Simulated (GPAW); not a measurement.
MoS2, space group P-3m1 (No. 164), a = 3.227 Å, b = 3.227 Å, c = 6.312 Å, α = 90.00°, β = 90.00°, γ = 120.00°

| site | Wyckoff | x | y | z |
| --- | --- | --- | --- | --- |
| Mo | 1b | 0.0000 | 0.0000 | 0.5000 |
| S | 2d | 0.6667 | 0.3333 | 0.7447 |

Origin: a cell listed in the Materials Project, as set up for an electronic-structure calculation.

Describe the coordination of Mo.

MoS6: a slightly distorted octahedron (coordination number 6, S = 0.59; next best trigonal prism, S = 15.0). Bonds: 6 × Mo–S 2.42 Å. The next neighbour, not counted, lies at 3.23 Å.

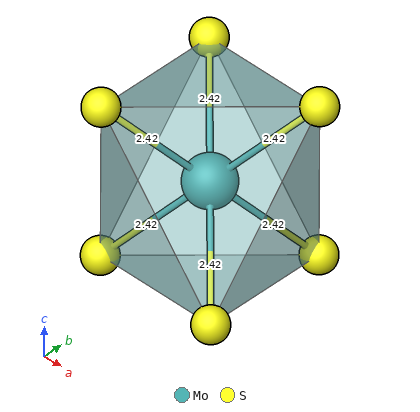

The polyhedron about Mo. Continuous shape measures are computed against ideal polyhedra (0 is ideal; above about 3 the distortion is strong).
